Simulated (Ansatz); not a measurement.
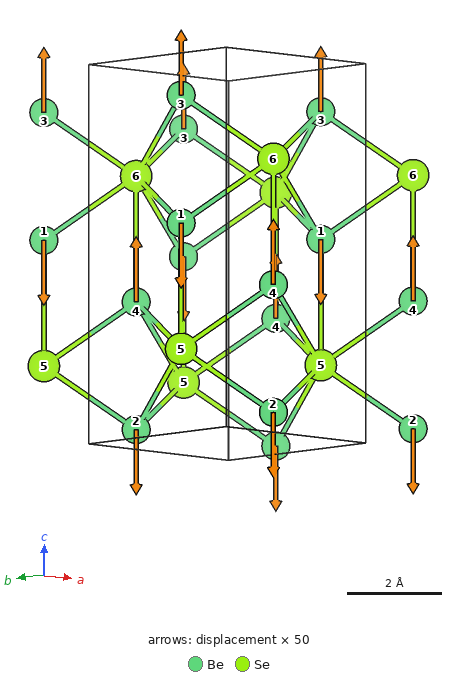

A relaxation of solid Be₂Se (built on the 2H molybdenite_194 type). The starting structure is drawn; orange arrows show the displacements (the part carried along by the change of the cell is left out), magnified 50 times.

The picture is a ball-and-stick view of the cell of the calculation, repeated 2 × 2 × 1 with one cell outlined, seen from a free direction.

Case: 2H molybdenite type (P6_3/mmc, No. 194).

The calculation used DFT PBE, scalar-relativistic, plane waves, PAW (Ansatz 0.2.0). Settings: plane-wave cutoff 420 eV; k-point mesh 12 × 12 × 6; occupations gaussian; smearing width 0.1 eV; no spin polarisation; cell and atoms relaxed; force threshold 0.01 eV/Å; at most 80 steps.

Atoms of which element are displaced furthest, and by how much?

Beryllium: up to 0.029 Å, against 0.000 Å for selenium.

Describe the change and its energy.

The largest moves relative to the cell, 0.029 Å, are those of Be1, Be2, Be3 and Be4. Be3 goes along +c. Se stays in place. The volume changes by −0.7 %, with a = b 3.422 → 3.453 Å (+0.9 %), c 8.303 → 8.093 Å (−2.5 %). Some distances before and after: Be1–Se5 2.754 → 2.655 Å, Be1–Se6 2.420 → 2.431 Å. The space group stays P6_3/mmc (No. 194). Over 4 accepted moves (5 points after the start) the energy falls by 31.6 meV per cell of the calculation. Largest force component: 0.069 eV/Å at the start, 0.001 eV/Å at the end. The pressure goes from −0.50 to 0.03 GPa. The SCF was repeated once at an unchanged geometry on a basis and grid sized afresh for the cell, which shifted the energy by less than 0.05 meV per cell of the calculation at most. Cost: 60 s on 1 thread of Arm Neoverse V1, on a shared host, peak memory 0.43 GiB.
